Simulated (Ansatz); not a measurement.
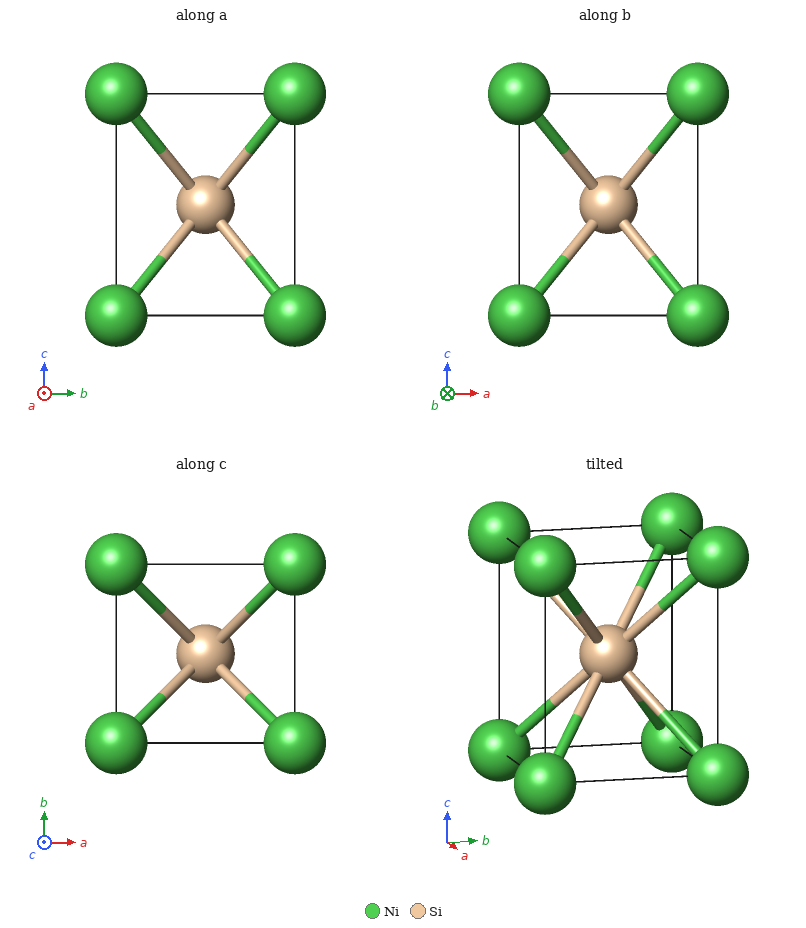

An orthographic ball-and-stick view of the structure, along the a axis, along the b axis, along the c axis and slightly off an axis. The conventional unit cell is outlined; an atom on or near a face, edge or corner is repeated at each equivalent position.

Lattice parameters: a = 2.638 Å, b = 2.638 Å, c = 3.273 Å, α = 90.00°, β = 90.00°, γ = 90.00°.

> Record the structure as a table of Wyckoff sites.

Space group P4/mmm (No. 123).
| atom | site | x | y | z |
| --- | --- | --- | --- | --- |
| Ni | 1a | 0.0000 | 0.0000 | 0.0000 |
| Si | 1d | 0.5000 | 0.5000 | 0.5000 |

The cell started as a structure type filled with these elements by a generator (whether the compound takes this form wasn't checked). The final geometry of a relaxation with Ansatz, DFT PBE, scalar-relativistic, plane waves, PAW is shown.
